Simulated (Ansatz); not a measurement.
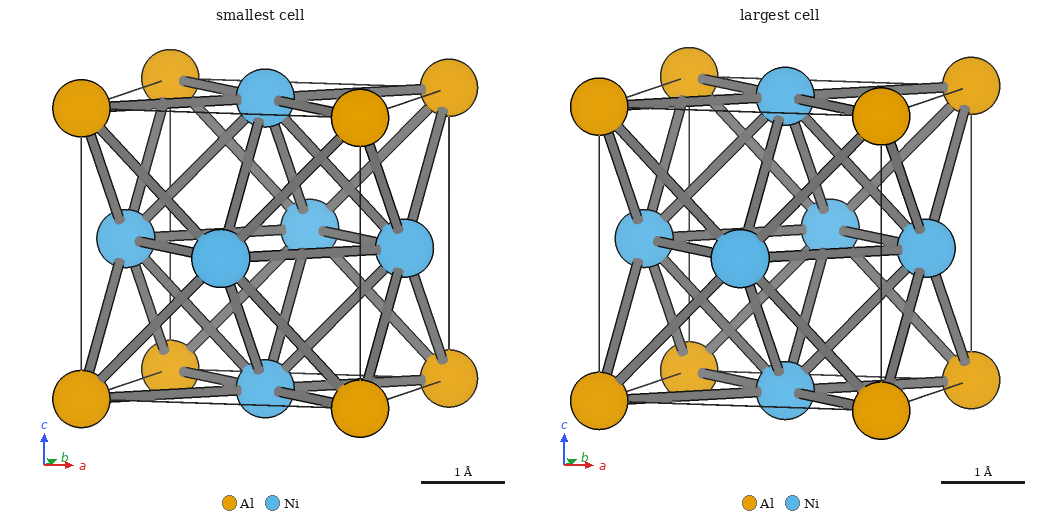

AlNi₃, Cu₃Au (L1₂) type, space group Pm-3m (No. 221), relaxed (cell and atoms, zero pressure) with four choices of dispersion term on top of PBE; the smallest and the largest of the relaxed conventional cells are drawn to one scale (sticks follow a distance rule). The start was a structure listed in the Materials Project.

Alike in all runs: Ansatz 0.2.0; functional PBE; potentials Ansatz PAW; cutoff 420 eV; k mesh 8 × 8 × 8 on the run's cell of 4 atoms; occupations fermi-dirac, width 0.05 eV; collinear spin, ferromagnetic start; no spin-orbit coupling. All runs are metallic.

| level | volume (Å³/atom) | a (Å) |
| --- | --- | --- |
| D3(BJ) | 10.94 | 3.524 |
| D4 | 10.99 | 3.529 |
| D3(BJ)-ATM | ? | ? |
| none | 11.35 | 3.567 |

**What does D3(BJ)-ATM give?**

Volume 11.02 Å³/atom; a 3.533 Å. That is between D4 and none in volume.

**Order the levels by the relaxed volume, smallest first.**

D3(BJ) (10.94 Å³/atom), D4 (10.99 Å³/atom), D3(BJ)-ATM (11.02 Å³/atom), none (11.35 Å³/atom). Rows within a few tenths of a per cent can't be told apart.

Caveat: the plane-wave basis is chosen anew once the cell has moved, so the energies of steps on either side of that aren't comparable; pairwise dispersion terms can overbind metals strongly.
